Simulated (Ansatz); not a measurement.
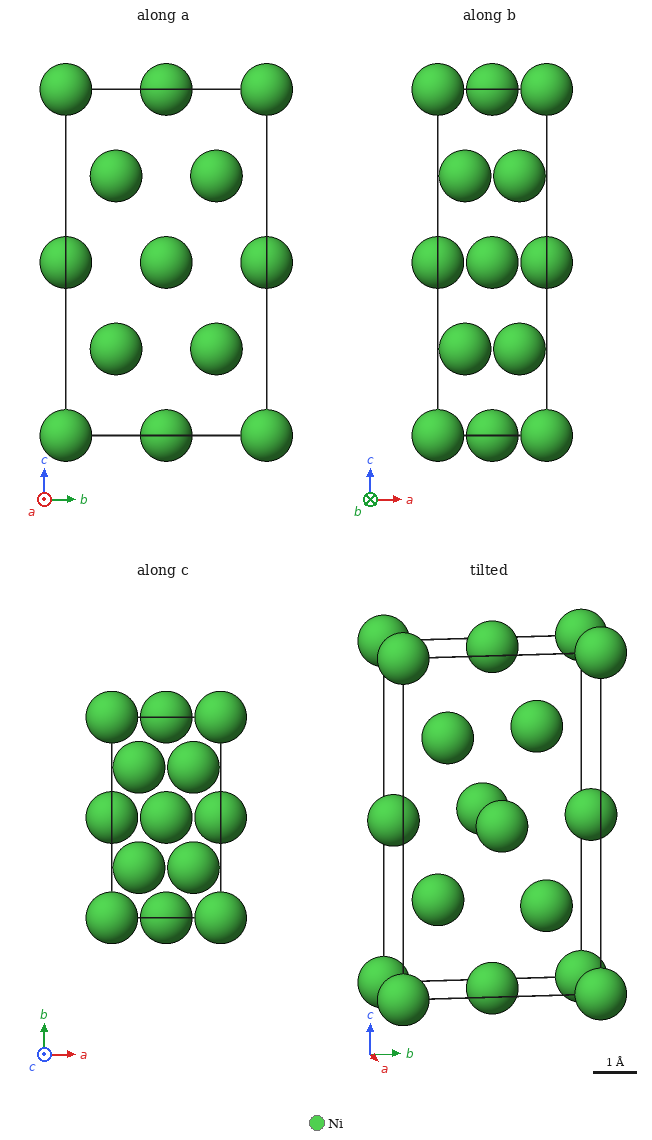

Spheres-only drawing of the structure, looking along the a axis, along the b axis, along the c axis and slightly off an axis. Thin lines show the conventional unit cell, with boundary atoms drawn in all their periodic places.

Lattice parameters: a = 2.5352 Å, b = 4.6786 Å, c = 8.0653 Å, α = 90.000°, β = 90.000°, γ = 90.000°.

Write down what is shown as a CIF in P1 with every atom of the cell.

Answer.
```cif
data_structure
_symmetry_space_group_name_H-M 'P 1'
_symmetry_Int_Tables_number 1
_cell_length_a 2.5352
_cell_length_b 4.6786
_cell_length_c 8.0653
_cell_angle_alpha 90.000
_cell_angle_beta 90.000
_cell_angle_gamma 90.000
_cell_volume 95.67
loop_
_atom_site_label
_atom_site_type_symbol
_atom_site_fract_x
_atom_site_fract_y
_atom_site_fract_z
_atom_site_occupancy
Ni1 Ni 0.0000 0.5000 0.5000 1
Ni2 Ni 0.7500 0.2500 0.7500 1
Ni3 Ni 0.0000 0.0000 0.0000 1
Ni4 Ni 0.7500 0.7500 0.2500 1
Ni5 Ni 0.5000 0.5000 0.0000 1
Ni6 Ni 0.2500 0.2500 0.2500 1
Ni7 Ni 0.5000 0.0000 0.5000 1
Ni8 Ni 0.2500 0.7500 0.7500 1
```

The structure was taken from a structure type filled with this element by a generator (whether the element takes this form wasn't checked). Earlier steps of the study may have refined or changed the cell and positions. An electronic-structure calculation with Ansatz was run on it.

At this level of theory the cell isn't at rest (stretched, at -11 GPa), so its distances can differ from those at equilibrium, the more so the softer the solid.
